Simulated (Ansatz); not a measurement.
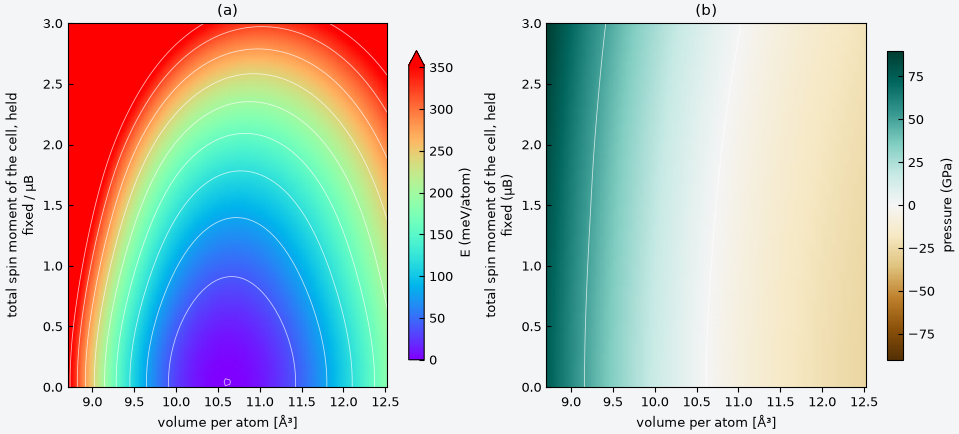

Ni₃Ge (Pm-3m, No. 221; 4 atoms in the cell). The energy is mapped over volume and a fixed ferromagnetic moment. Coordinates scanned: (1) volume per atom; (2) total spin moment of the cell, held fixed. Nothing is relaxed (shape and fractional coordinates fixed). The grid has 7 × 9 points. Points are written as (first, second). Energies: meV/atom, counted from the lowest grid point. The moment is held fixed and parallel; antiferromagnetic orders weren't tried. All numbers below come from DFT LDA, scalar-relativistic, plane waves, PAW in Ansatz 0.2.0. Settings: cutoff 520 eV, k-mesh 12×12×12, gaussian smearing 0.15 eV.

Panel (a) is the energy; panel (b) is the computed pressure, in GPa.

Drawn: a smooth colour map with a few white contour lines, one colour for all values above the top of the scale. Between grid points the surface is interpolated.

Q: How does the pressure vary over the map, and what is it at the lowest grid point?

A: It runs from −26 GPa at (12.53 Å³, 0.000 μB) to 90 GPa at (8.71 Å³, 3.000 μB). At the lowest grid point, (10.62 Å³, 0.000 μB), it is 0 GPa. That point lies on the edge of the scan.
